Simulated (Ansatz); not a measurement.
Read the following structure.

```
Al N
1.0
     3.12859    0.00000    0.00000
    -1.56429    2.70944    0.00000
     0.00000    0.00000    5.01696
Al N
2 2
Direct
  0.66667 0.33333 0.49929
  0.33333 0.66667 0.99929
  0.66667 0.33333 0.88071
  0.33333 0.66667 0.38071
```

Describe what this structure looks like.

The material is AlN. Space group: P6_3mc (No. 186). Lattice: primitive hexagonal. This arrangement goes by the name wurtzite. One cell contains 2 Al, 2 N, 4 atoms in all. The polyhedra are AlN4 tetrahedra; they share corners. About every Al there are four N in a tetrahedral arrangement at 1.90 to 1.91 Å. N is coordinated by four Al in a tetrahedral arrangement at 1.90 to 1.91 Å. The bonds build a three-dimensional framework.

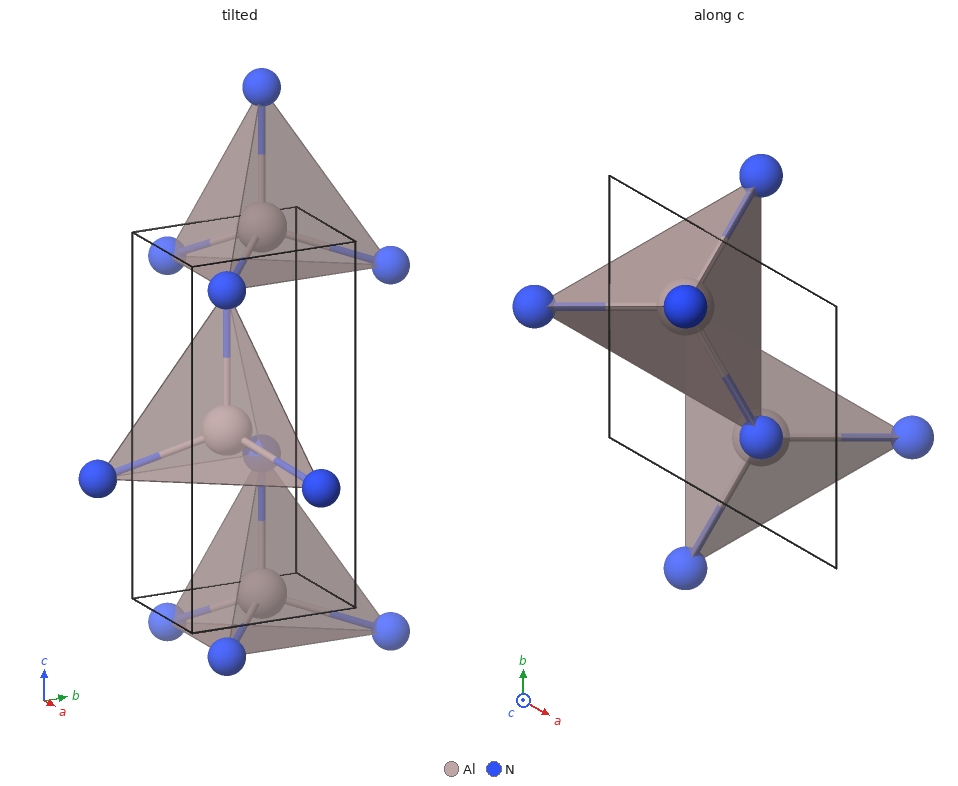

This polyhedral model is shown slightly off an axis and along the c axis. The edges of the conventional unit cell are marked. Some neighbours outside the box are added. Colours: aluminium light grey, nitrogen blue.

Origin of the cell: a structure listed in the Materials Project. Earlier steps of the study may have refined or changed the cell and positions. It went into a calculation with Ansatz.
